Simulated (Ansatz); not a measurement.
**Geometry relaxation, with input and output: AgI**

- system: AgI (4 atoms in the cell)
- method: DFT PBE, scalar-relativistic, plane waves, PAW, no spin polarisation (Ansatz 0.2.0)

The structure derives from a Materials Project entry. It belongs to a series of runs on one base structure; here: equal strain along all axes, cell held, atoms relaxed: -3.0 %. Figures and captions count atoms from 1; the log counts them from 0 in places.

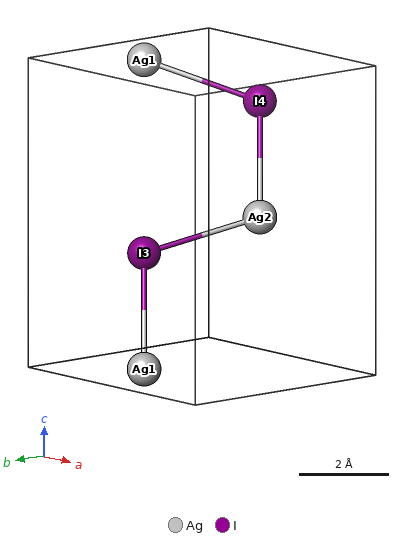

Fig. 1: The input geometry (ball-and-stick view of the cell of the calculation, seen at an oblique angle; atoms are numbered from 1 in the order of the input). Near neighbours in the crystal (not all of them lie inside the picture): Ag has 4 I at 2.78 to 2.79 Å; I has 4 Ag at 2.78 to 2.79 Å.

**Key numbers**

```json
{"quantity": "outcome", "value": "converged"}
{"quantity": "space group (tolerance 0.01 Å)", "value": "P6₃mc (186)"}
{"quantity": "electrons treated", "value": "72"}
{"quantity": "free energy", "value": "−30207.9021 eV"}
{"quantity": "Fermi energy", "value": "7.942 eV"}
{"quantity": "gap on the k-point mesh", "value": "1.37 eV"}
{"quantity": "pressure", "value": "3.01 GPa"}
{"quantity": "final volume", "value": "132.98 Å³"}
{"quantity": "largest force (length of the vector) at the end", "value": "0.007 eV/Å"}
{"quantity": "final cell", "value": "a = 4.546 Å, b = 4.546 Å, c = 7.431 Å, α = 90.00°, β = 90.00°, γ = 120.00°"}
{"quantity": "hardware", "value": "1 thread of Arm Neoverse V2, 240 GiB of memory available, shared host"}
{"quantity": "wall time", "value": "24 s"}
{"quantity": "peak memory", "value": "0.47 GiB"}
```

The program warns: the SCF threshold is looser than advised for the printed stress.

**Input**
```yaml
crystal:
  lattice:
    - [4.545698217, 0.0, 0.0]
    - [-2.2728491085, 3.9366901339, 0.0]
    - [0.0, 0.0, 7.4312984412]
  atoms:
    - { symbol: Ag, position: [0.3333333333, 0.6666666667, 0.0024494355] }
    - { symbol: Ag, position: [0.6666666667, 0.3333333333, 0.5024494355] }
    - { symbol: I, position: [0.3333333333, 0.6666666667, 0.3774505645] }
    - { symbol: I, position: [0.6666666667, 0.3333333333, 0.8774505645] }
basis:
  ecutwfc: 420
kpoints:
  mp_grid: { grid: [6, 6, 4] }
hamiltonian:
  xc: pbe
scf:
  occupations: { method: gaussian, width: 0.02 }
output:
  forces: true
  stress: true
  eigenvalues: true
  write_density: true
  write_potential: true
  elf: true
  volumetric_format: npy
relax:
  adjacent_minimum: "off"
  f_tol: 0.008
  max_steps: 40
```

Launch command:
```bash
ansatz run input.yaml --threads 1 --pin off --max-ram 2560MiB --backend cpu --events-out ev --progress --plain --runs-dir out
```

**What the program printed**
```
Warning: output.stress: scf.convergence.dr2_threshold = 6.4e-8 eV (the default of a walk held to its f_tol) is looser than the 4e-10 eV advised for a printed stress (1e-10 eV for each atom of the cell: 4). What an SCF threshold leaves in a stress goes as its square root, and in the free energy as the threshold itself, and one threshold admits the most on a small cell: of the crystals measured, under no hybrid functional and no lock of the moments, on runs that ended without the residual-converged pass, on stresses that held no estimate of that error, the worst erred by over 100 MPa in a component at 1e-7 eV an atom and by under 5 at 1e-10. Every solve of this run answers to scf.convergence.dr2_threshold, and the tensor of one is reported: a single SCF on the reported geometry and on this run's grids (its basis.xc_grid and basis.ecutrho_ratio typed), with scf.convergence.dr2_threshold at 4e-10 eV or tighter, prints it and tightens no other solve. Else set scf.convergence.dr2_threshold to 4e-10 eV or tighter. The threshold is an SCF's pass mark: one that does not reach it within its budget of iterations ends unconverged, or closes short of it on a stop that the run arms, and scf.convergence.dr2_threshold's page says what that costs each kind of run
Engine: ansatz 0.2.0, aarch64-unknown-linux-gnu
Pseudopotentials: kind: paw
Pseudopotential: Ag, paw, valence charge 19, recommended cutoff 420 eV (normal), Ag.paw.azcp
Pseudopotential: I, paw, valence charge 17, recommended cutoff 420 eV (normal), I.paw.azcp
Functional definition: PBE
  parameter kappa = 0.804
  parameter beta = 0.06672455060314922
  exchange = pbe_x(kappa = kappa, mu = beta*pi^2/3)
  correlation = pbe_c(beta = beta)
Crystal: 4 atoms, lattice volume = 132.983 Å³
Basis set: ecut = 420 eV, 2587 PW (Γ), exchange–correlation on 64×64×100 points (8 copies of the dense FFT grid, shifted against one another)
Bands: 44, of which v1, the nominal top of the filled ones, is band 36 counted from 1 (35 counted from 0)
Symmetry: 12 space group operations
Space group: P63mc (ITA 186), of the structure as read, at distance tolerance 5.1e-5 Å
k-points: 21 of 144 (time reversal used)
Non-local potential: Ag, projectors of the file, l = 0: 3, l = 1: 2, l = 2: 2, l = 3: 1
Non-local potential: I, projectors of the file, l = 0: 2, l = 1: 2, l = 2: 2, l = 3: 2
PAW form: soft (Blöchl's): semilocal exchange-correlation on the pseudo side does not see the compensation charge
PAW one-centre angular grid: Ag, 590 points (default); XC on 64 Gauss nodes
PAW one-centre angular grid: I, 590 points (default); XC on 64 Gauss nodes
Initial density: superposition of atomic densities (neutral atoms: chi_scale 0, normalization atom), corrected by the library's trained network
Initial wavefunctions: pseudopotential atomic-orbital guess
Functional: x = pbe(κ = 0.804, μ = 0.2195149727645171), c = pbe(β = 0.06672455060314922)
SCF iter   1: F=—  HF=-30207.901237 eV  |F-HF|=—  |Δ(HF+E_count)|=         —  Δρ=9.49e-4  dr2=1.96e-3  ethr=1.77e-3  ⟨swp⟩=8.3  Hψ=4088  notcnv=0  defer=1
preconditioner: auto → Resta (q_TF=auto, 2.463 Å⁻¹)  ε∞=4.9  [insulator: Δε(μ)=1.368 eV  Ē_g=9.777 eV  σ=0.020 eV  W_gap=1.00  n_scr=34 (ndim 8)  ℏωp=19.3 eV  f_vac=0.210  D(μ)=0.00/eV (n_scr^D=0)  ε∞_Penn≈4.9]
SCF iter   2: F=—  HF=-30207.902059 eV  |F-HF|=—  |Δ(HF+E_count)|=   8.22e-4  Δρ=6.25e-4  dr2=7.93e-4  ethr=2.72e-6  ⟨swp⟩=3.0  Hψ=1716  notcnv=0  defer=61
SCF iter   3: F=—  HF=-30207.902065 eV  |F-HF|=—  |Δ(HF+E_count)|=   5.38e-6  Δρ=2.65e-4  dr2=1.34e-4  ethr=1.10e-6  ⟨swp⟩=2.0  Hψ=1247  notcnv=0  defer=61
SCF iter   4: F=—  HF=-30207.902115 eV  |F-HF|=—  |Δ(HF+E_count)|=   5.05e-5  Δρ=9.57e-5  dr2=1.28e-5  ethr=1.86e-7  ⟨swp⟩=2.0  Hψ=1241  notcnv=0  defer=61
SCF iter   5: F=—  HF=-30207.902126 eV  |F-HF|=—  |Δ(HF+E_count)|=   1.15e-5  Δρ=3.60e-5  dr2=2.87e-6  ethr=1.77e-8  ⟨swp⟩=2.0  Hψ=1207  notcnv=0  defer=61
SCF iter   6: F=-30207.902132 eV  HF=-30207.902132 eV  |F-HF|=2.24e-7  |Δ(HF+E_count)|=   5.73e-6  Δρ=9.66e-6  dr2=1.68e-7  ethr=2.22e-9  ⟨swp⟩=16.1  Hψ=7243  notcnv=0
SCF 1 converged in 6 iterations: F = -30207.902132 eV  dr2 = 1.68e-7
  greatest PAW one-centre occupation: 1.000 electrons in one spin orbital (limit 2), on the Ag atom at site 1 (counted from 0), in its partial waves of l = 0
relax step   1: F+E_penalty+E_count = -30207.90213241 eV  Δ(F+E_penalty+E_count) = +0.000e0 eV  max|allowed force component| = 7.312e-3 eV/Å  Δτ_max = 0.0000 Å  (6 SCF iters, dr2 threshold 1.60e-6 eV, accepted)
Initial density: handed on by an earlier stage of this run
Initial wavefunctions: those handed on with the density
iter 1 solved again at ethr=2.35e-10 eV; its pass at ethr=3.10e-3 eV (dr2=1.69e-7 eV) is discarded
SCF iter   1: F=—  HF=-30207.902151 eV  |F-HF|=—  |Δ(HF+E_count)|=         —  Δρ=9.79e-6  dr2=1.69e-7  ethr=2.35e-10  ⟨swp⟩=1.0  Hψ=2354  notcnv=0
preconditioner: auto → Resta (q_TF=auto, 2.463 Å⁻¹)  ε∞=4.9  [insulator: Δε(μ)=1.370 eV  Ē_g=9.769 eV  σ=0.020 eV  W_gap=1.00  n_scr=34 (ndim 8)  ℏωp=19.3 eV  f_vac=0.208  D(μ)=0.00/eV (n_scr^D=0)  ε∞_Penn≈4.9]
SCF iter   2: F=—  HF=-30207.902132 eV  |F-HF|=—  |Δ(HF+E_count)|=   1.86e-5  Δρ=5.56e-6  dr2=7.29e-8  ethr=2.35e-10  ⟨swp⟩=2.0  Hψ=1222  notcnv=0
SCF iter   3: F=-30207.902132 eV  HF=-30207.902132 eV  |F-HF|=4.05e-8  |Δ(HF+E_count)|=   1.41e-7  Δρ=2.90e-6  dr2=2.30e-8  ethr=8.89e-11  ⟨swp⟩=9.7  Hψ=5503  notcnv=0
SCF 2 converged in 3 iterations: F = -30207.902132 eV  dr2 = 2.30e-8
relax step   2: F+E_penalty+E_count = -30207.90213248 eV  Δ(F+E_penalty+E_count) = -7.172e-8 eV  max|allowed force component| = 7.299e-3 eV/Å  Δτ_max = 0.0000 Å  (3 SCF iters, accepted)
SCF converged after 3 iterations
Free energy (F): -30207.902132 eV
Harris-Foulkes:  -30207.902132 eV  (|F-HF|=4.05e-8)
Internal energy: -30207.902132 eV  (E = F + TS)
E sigma→0 (E₀):  -30207.902132 eV
Fermi energy:    7.941554 eV
--- Per-component energies (eV) ---
  E_band       = -1536.129893
  E_kinetic    = 1435.213003
  E_local      = -10912.572113  (includes V_loc(G=0)·N_el)
  E_nonlocal   = -16.291448
  E_hartree    = 5173.214374
  E_xc         = -623.913969
  E_vxc        = -724.359627  (∫ρ·V_xc dr)
  E_paw        = -17442.009291  (= ΣΔE_a)
  E_vpaw       = -1664.562854  (= ΣTr[D̂ρ^β])
  E_aug_tail   = 0.000608  (compensation charges beyond the density's cutoff)
  E_ewald      = -7821.543297
  E_smearing   = -0.000000  (= −TS)
  E_closure    = 0.000000  (closes the sum)
  Σ components = -30207.902132   (vs F -30207.902132, Δ=0.00e0)
--- Forces (eV/Å), atoms counted from 1 ---
  atom   1  Ag     0.00000000    -0.00000000     0.00729989
  atom   2  Ag    -0.00000000     0.00000000     0.00729989
  atom   3  I      0.00000000    -0.00000000    -0.00729751
  atom   4  I     -0.00000000     0.00000000    -0.00729751
  max |Σ_I F_I| component: 4.76e-6 eV/Å
--- Stress (GPa, compression-positive) ---
        3.004096      -0.000000      -0.000000
       -0.000000       3.004096       0.000000
       -0.000000       0.000000       3.027350
  P = ⅓ Tr σ = 3.0118 GPa (30.118 kbar)
--- Band table (eV; the first three rows and the last of 21) ---
  k-point 0: bands = ["-83.4268", "-83.4268", "-46.9437", "-46.9437", "-46.9437", "-46.9437", "-46.9437", "-46.9436", "-37.6713", "-37.6710", "-37.6701", "-37.6701", "-37.6700", "-37.6700", "-37.6665", "-37.6665", "-37.6663", "-37.6663", "-5.7264", "-5.4074", "2.8722", "2.8735", "2.8735", "2.9168", "3.0190", "3.0190", "4.0026", "4.0026", "4.1043", "4.1043", "4.2130", "6.4983", "6.4983", "7.1807", "7.2563", "7.2563", "8.6266", "9.8673", "12.9676", "12.9676", "13.1273", "13.9078", "13.9078", "14.6906"]
  k-point 1: bands = ["-83.4268", "-83.4268", "-46.9437", "-46.9437", "-46.9437", "-46.9437", "-46.9437", "-46.9436", "-37.6713", "-37.6711", "-37.6701", "-37.6701", "-37.6700", "-37.6700", "-37.6665", "-37.6665", "-37.6664", "-37.6664", "-5.6817", "-5.4562", "2.8289", "2.8319", "2.8897", "2.8897", "2.9918", "2.9918", "4.0216", "4.0216", "4.0943", "4.0943", "4.6129", "6.5036", "6.6030", "6.6030", "7.1381", "7.1381", "9.3049", "9.9246", "12.7655", "13.0371", "13.0371", "13.6751", "13.6751", "13.9819"]
  k-point 2: bands = ["-83.4268", "-83.4268", "-46.9437", "-46.9437", "-46.9437", "-46.9437", "-46.9437", "-46.9437", "-37.6712", "-37.6712", "-37.6700", "-37.6700", "-37.6700", "-37.6700", "-37.6664", "-37.6664", "-37.6664", "-37.6664", "-5.5710", "-5.5710", "2.7791", "2.7791", "2.9353", "2.9353", "2.9353", "2.9353", "4.0624", "4.0624", "4.0624", "4.0624", "5.4901", "5.4901", "6.8639", "6.8639", "6.8639", "6.8639", "9.9240", "9.9240", "12.8939", "12.8939", "13.2849", "13.2849", "13.2849", "13.2849"]
  k-point 20: bands = ["-83.4268", "-83.4268", "-46.9438", "-46.9438", "-46.9438", "-46.9438", "-46.9436", "-46.9436", "-37.6711", "-37.6711", "-37.6703", "-37.6703", "-37.6701", "-37.6701", "-37.6664", "-37.6664", "-37.6664", "-37.6664", "-5.3277", "-5.3277", "2.8457", "2.8457", "3.0340", "3.0340", "3.3097", "3.3097", "3.9912", "3.9912", "4.2482", "4.2482", "4.3832", "4.3832", "5.2102", "5.2102", "6.0569", "6.0569", "11.1988", "11.1988", "12.9179", "12.9179", "13.1994", "13.1994", "15.4728", "15.4728"]
--- Relaxed structure (2 steps of the walk, 2 accepted, 0 SCFs on fresh bases) ---
  F+E_penalty+E_count = -30207.90213248 eV   max|allowed force component| = 7.299e-3 eV/Å
  atoms:
    - { symbol: Ag, position: [0.3333333333333333, 0.6666666666666666, 0.0024494355] }
    - { symbol: Ag, position: [0.6666666666666666, 0.3333333333333333, 0.5024494355] }
    - { symbol: I, position: [0.3333333333333333, 0.6666666666666666, 0.3774505644999999] }
    - { symbol: I, position: [0.6666666666666666, 0.3333333333333333, 0.8774505645] }
```

**Trajectory as extended XYZ (Å, eV, eV/Å), 2 frames, from step=1 to step=2**
```
4
Lattice="4.5457 0.0000 0.0000 -2.2728 3.9367 0.0000 0.0000 0.0000 7.4313" Properties=species:S:1:pos:R:3:forces:R:3 step=1 energy=-30207.90213
Ag    0.0000    2.6245    0.0182    0.0000   0.0000   0.0073
Ag    2.2728    1.3122    3.7339    0.0000   0.0000   0.0073
I     0.0000    2.6245    2.8049    0.0000   0.0000  -0.0073
I     2.2728    1.3122    6.5206    0.0000   0.0000  -0.0073
4
Lattice="4.5457 0.0000 0.0000 -2.2728 3.9367 0.0000 0.0000 0.0000 7.4313" Properties=species:S:1:pos:R:3:forces:R:3 step=2 energy=-30207.90213
Ag    0.0000    2.6245    0.0182    0.0000   0.0000   0.0073
Ag    2.2728    1.3122    3.7339    0.0000   0.0000   0.0073
I     0.0000    2.6245    2.8049    0.0000   0.0000  -0.0073
I     2.2728    1.3122    6.5206    0.0000   0.0000  -0.0073
```

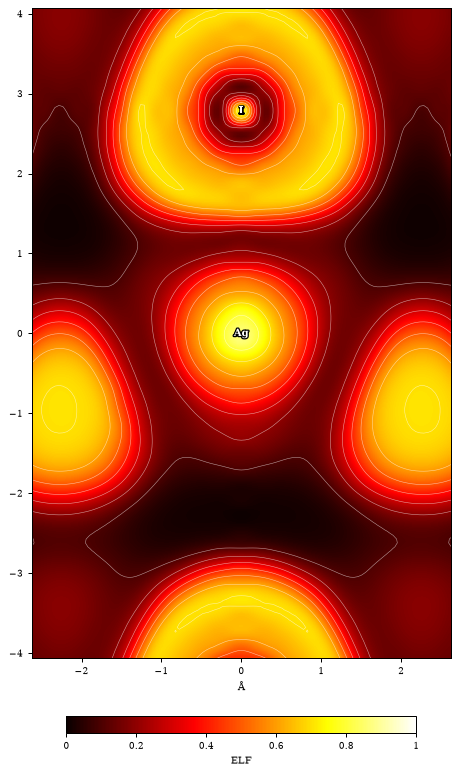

Fig. 2: Electron localisation function on the (100) plane of the conventional cell. The section cuts through Ag and I sites. Ag–I (2.79 Å): the ELF peaks at about 0.65 in the valence shell of I, 0.9 Å from its nucleus, and drops to about 0.15 between the two atoms. The strong features right at Ag lie inside the PAW spheres (semicore, d or f shells) and say nothing about bonding. In a PAW calculation such maps are meaningful between the atoms, not at the nuclei.

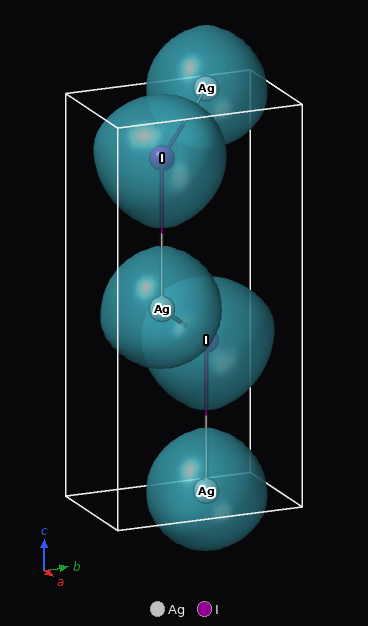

Fig. 3: Isosurface of the valence electron density at 0.4 e/Å³ (cyan), seen slightly off an axis. Sticks mark near contacts. The outline is the cell set on symmetry axes. At this value the density breaks into separate islands; it holds about 85 % of the electrons treated as valence (semicore included). It is pinched off along the Ag–I (2.78 Å) contacts. On the grid the lowest density along these lines, outside the cores, is 0.33 e/Å³ (Ag–I, 2.78 Å).

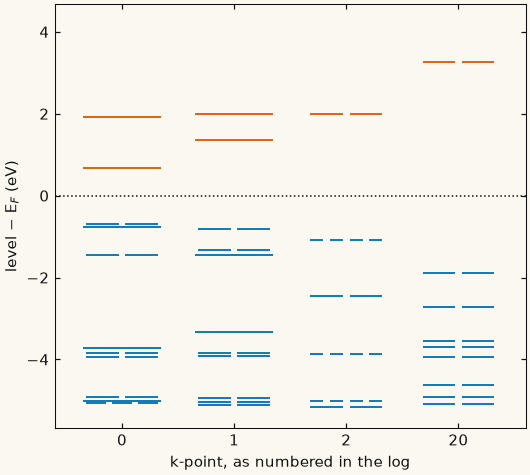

Fig. 4: Kohn–Sham levels near the Fermi level (dotted) at the few k-points that the log prints; levels within 0.02 eV of each other stand side by side. Among these points the highest filled and lowest empty levels are 1.37 eV apart, which is the gap on the mesh.
